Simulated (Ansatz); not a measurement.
What is the Fermi surface of Ta (space group Im-3m, No. 229)?

```cif
data_structure
_symmetry_space_group_name_H-M 'P 1'
_symmetry_Int_Tables_number 1
_cell_length_a 2.8601
_cell_length_b 2.8601
_cell_length_c 2.8601
_cell_angle_alpha 109.471
_cell_angle_beta 109.471
_cell_angle_gamma 109.471
_cell_volume 18.01
loop_
_atom_site_label
_atom_site_type_symbol
_atom_site_fract_x
_atom_site_fract_y
_atom_site_fract_z
_atom_site_occupancy
Ta1 Ta 0.00000 0.00000 0.00000 1
```

Theory: Ansatz 0.2.0, DFT PBE, scalar-relativistic, plane waves, PAW; levels and slopes on a dense k mesh at the converged density. No spin polarisation. Mesh 34×34×34, interpolated with the band slopes. Cell and positions as given, without relaxation (residual pressure 3 GPa).

Two bands cross the Fermi level; this is a three-dimensional metal. The density of states at the Fermi level is 1.3 states/eV per primitive cell. The intraband plasma frequency is 8.6 eV in all directions.

Band 6: one hole pocket centred at Γ (5.6 % of the zone).
Band 7: six hole pockets centred at N (each 2.4 % of the zone) and a sheet that is open in all directions, neither an electron nor a hole pocket; mean Fermi speed 6.4 × 10⁵ m/s.
A pocket cut by a face of the zone is counted once with the part on the opposite face.

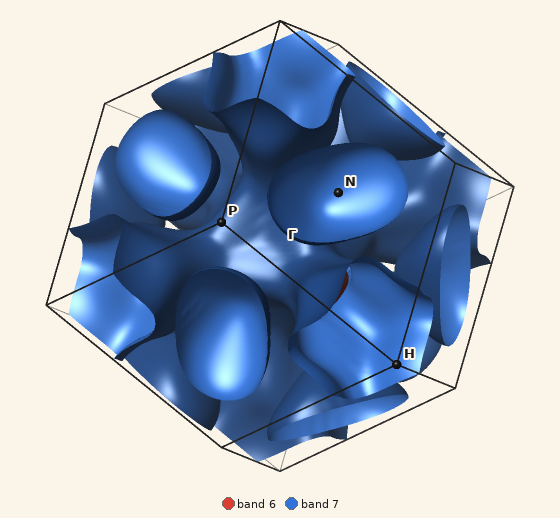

Each colour is one band. The brighter face of a sheet looks towards empty states.

Spin-orbit coupling is left out; with Ta it can split, shift or remove sheets. Necks and pockets thinner than about two mesh steps aren't resolved, so separate pockets may in truth be joined.
